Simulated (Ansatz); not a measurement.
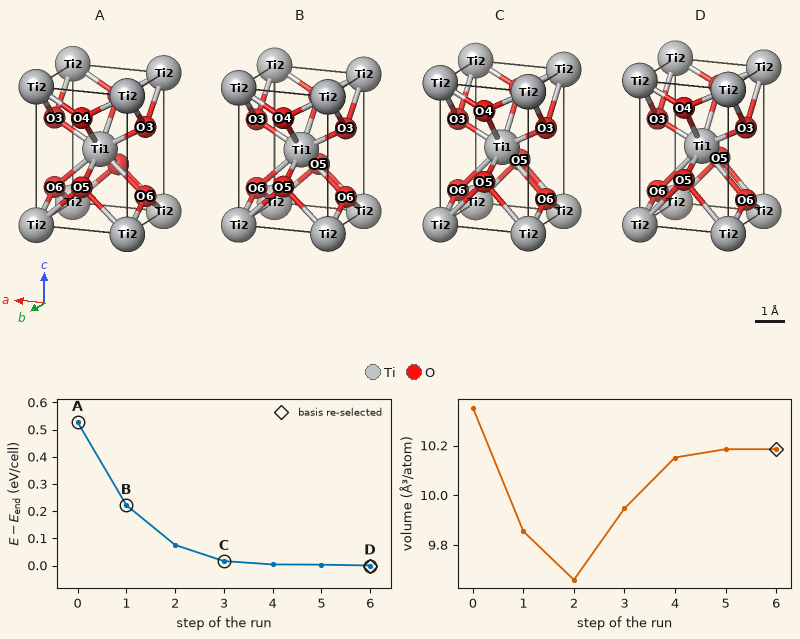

Frames of a relaxation of crystalline TiO2 (a generated structure, set up in P4_2/nmc) (coarse preliminary run), marked on the history of the run. A ball-and-stick model of the cell of the calculation, seen from a free direction.

Case: Hf → Ti on all its sites, cell and atoms relaxed.

Method: Ansatz 0.2.0, DFT PBE, scalar-relativistic, plane waves, PAW. Set-up: plane-wave cutoff 420 eV; k-point mesh 6 × 6 × 4; occupations gaussian; smearing width 0.1 eV; no spin polarisation; cell and atoms relaxed; force threshold 0.05 eV/Å; at most 60 steps.

What happens along the run?

The largest moves relative to the cell, 0.19 Å, are those of O3, O4, O5 and O6. O4 goes along +c. Ti stays in place. The volume changes by −1.6 %, with a = b 3.491 → 3.392 Å (−2.8 %), c 5.098 → 5.311 Å (+4.2 %). Some distances before and after: Ti1–O4 2.343 → 2.485 Å, Ti1–O3 2.004 → 1.892 Å. Bond angles that change, for instance: Ti2–O3–Ti2 96.3° → 86.1°, Ti1–O3–Ti1 121.1° → 127.4°. The space group stays P4_2/nmc (No. 137). Over 5 accepted moves (6 points after the start) the energy falls by 0.528 eV per cell of the calculation. The largest force component goes from 0.92 to 0.0066 eV/Å. Pressure: −15.75 GPa at the start and −0.05 GPa at the end. At 1 point the geometry stayed and the basis and grid were re-selected for the new cell (energy shift of 3.1 meV per cell of the calculation at most each time). From step 0 to 1: O atoms move most (0.03 Å), volume −4.8 %, energy −0.306 eV per cell of the calculation. From step 1 to 3: O atoms move most (0.11 Å), volume +0.9 %, energy −0.206 eV per cell of the calculation. From step 3 to 6: O atoms move most (0.04 Å), volume +2.4 %, energy −16.3 meV per cell of the calculation.

```csv
step,"E − E(0), meV/atom","largest force component, eV/Å","pressure, GPa","volume, Å³/atom",note
0,0.00,0.9194,-15.75,10.353,
1,-50.99,0.6850,-4.43,9.855,
2,-75.42,0.2389,4.89,9.660,
3,-85.33,0.1789,1.68,9.947,
4,-87.38,0.0862,0.96,10.152,
5,-87.52,0.0053,-0.07,10.185,
6,-88.04,0.0066,-0.05,10.185,"same geometry, new basis"
```
